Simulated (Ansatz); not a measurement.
Ta4N3

```yaml
crystal:
  lattice:
    - [4.40639, 0.00000, 0.00000]
    - [0.00000, 4.40639, 0.00000]
    - [0.00000, 0.00000, 8.62123]
  atoms:
    - { symbol: Ta, position: [0.50000, 0.00000, 0.00000] }
    - { symbol: Ta, position: [0.00000, 0.50000, 0.50000] }
    - { symbol: Ta, position: [0.00000, 0.00000, 0.26382] }
    - { symbol: Ta, position: [0.50000, 0.50000, 0.76382] }
    - { symbol: Ta, position: [0.00000, 0.50000, 0.00000] }
    - { symbol: Ta, position: [0.50000, 0.00000, 0.50000] }
    - { symbol: Ta, position: [0.00000, 0.00000, 0.73618] }
    - { symbol: Ta, position: [0.50000, 0.50000, 0.23618] }
    - { symbol: N, position: [0.00000, 0.50000, 0.25000] }
    - { symbol: N, position: [0.50000, 0.00000, 0.75000] }
    - { symbol: N, position: [0.00000, 0.00000, 0.00000] }
    - { symbol: N, position: [0.50000, 0.50000, 0.50000] }
    - { symbol: N, position: [0.50000, 0.00000, 0.25000] }
    - { symbol: N, position: [0.00000, 0.50000, 0.75000] }
```

Space group I4/mmm; a structure from a database of computed crystals, not necessarily the ambient phase; computed pressure about −10 GPa in this cell; computed without spin polarisation.

Theory: DFT PBEsol, scalar-relativistic, plane waves, PAW (Ansatz).

In a PAW calculation such maps are meaningful between the atoms, not at the nuclei.

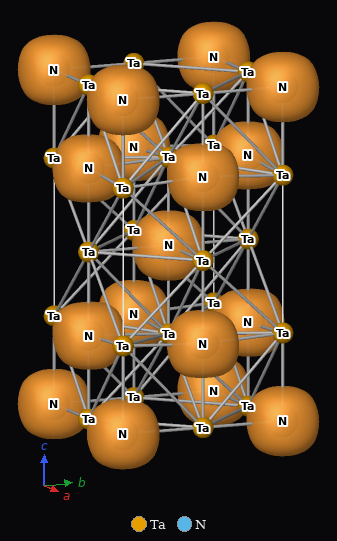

Figure 1. Isosurface of the electron localisation function at 0.6 (orange), seen slightly off an axis. Core shells and regions of very low density are left out. Sticks mark near contacts.

**Identify the bonds, lone pairs and shells in this picture.**

At this value the surface marks out six regions wrapped around N (the valence shell of each), counted in one cell of 14 atoms. Any copies at cell faces, edges or corners count once. Profiles from the grid: Ta–N (2.16 Å): the ELF peaks at about 0.80 in the valence shell of N, 0.6 Å from its nucleus, and is about 0.15 at the midpoint (no localised pair shows between them). Ta–Ta (3.00 Å): the ELF is about 0.35 at the midpoint.

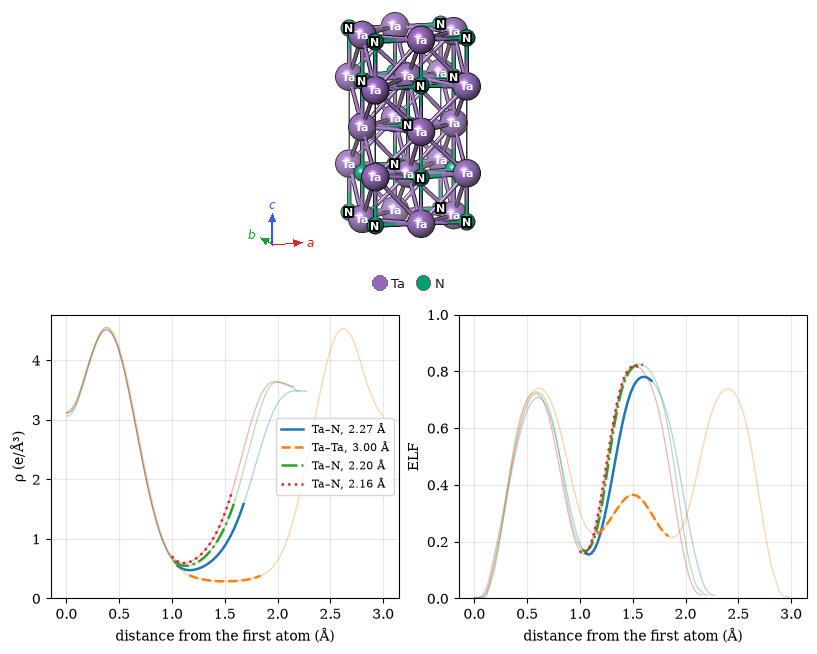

Figure 2. Valence charge density (pseudo) and electron localisation function along straight lines between neighbouring atoms. Thin, pale parts lie inside the atomic spheres. The structure is drawn too.

**Compare the contacts.**

Ta–N (2.27 Å): the density is about 0.48 e/Å³ at the midpoint; the ELF peaks at about 0.80 in the valence shell of N, 0.7 Å from its nucleus, and is about 0.15 at the midpoint; no shared electron pair shows on this line.
Ta–Ta (3.00 Å): ρ at the midpoint is about 0.29 e/Å³; the ELF is about 0.35 at the midpoint.
Ta–N (2.20 Å): ρ is about 0.55 e/Å³ halfway; the ELF peaks at about 0.85 in the valence shell of N, 0.6 Å from its nucleus, and is about 0.20 at the midpoint; no localised pair shows between them.
Ta–N (2.16 Å): ρ is about 0.6 e/Å³ halfway; the ELF peaks at about 0.80 in the valence shell of N, 0.6 Å from its nucleus, and is about 0.15 at the midpoint (no shared electron pair shows on this line).

**Metal or insulator at this level of theory?**

It is gapless in this calculation (a metal or semimetal); semilocal functionals without U, or without the true magnetic order, often close the gap of such compounds.
